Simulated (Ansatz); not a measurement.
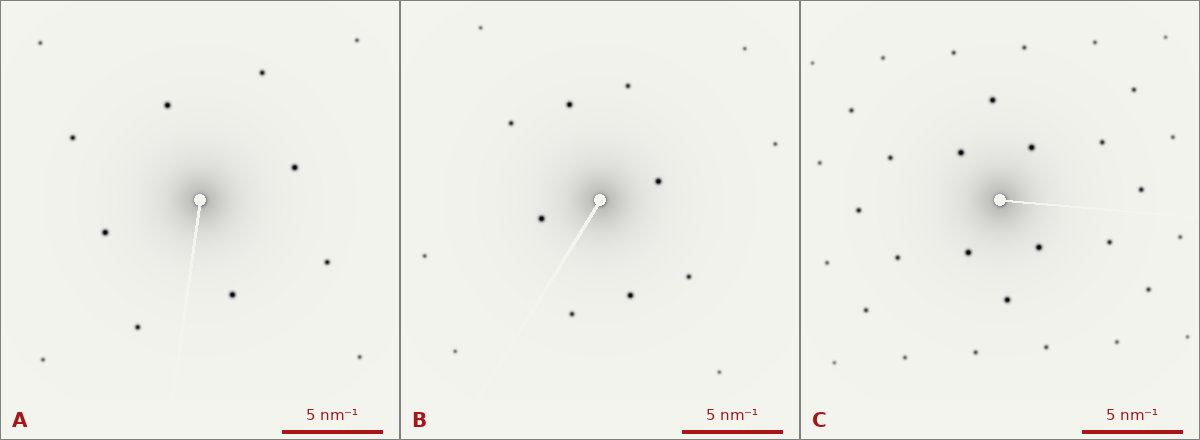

Simulated selected-area electron diffraction patterns (120 kV, kinematic approximation, thin crystal, B = 0.5 Å² for all atoms).

All three come from Mo, space group Fd-3m (No. 227), a = 5.648 Å. Structure: the end point of a relaxation with DFT r2SCAN, scalar-relativistic, plane waves, PAW in Ansatz; the starting structure was generated, so it need not be a known form of this composition.

**Assign the zone axes [001], [110], [211] to A, B and C.**

A is [001]: square net of 2 -2 0 at d = 2.00 Å and 2 2 0 at d = 2.00 Å, at 90.0°. B is [211]: rectangular net of -1 1 1 at d = 3.26 Å and 0 -2 2 at d = 2.00 Å, at 90.0°. C is [110]: centred rectangular net of -1 1 -1 at d = 3.26 Å and -1 1 1 at d = 3.26 Å, at 70.5°.
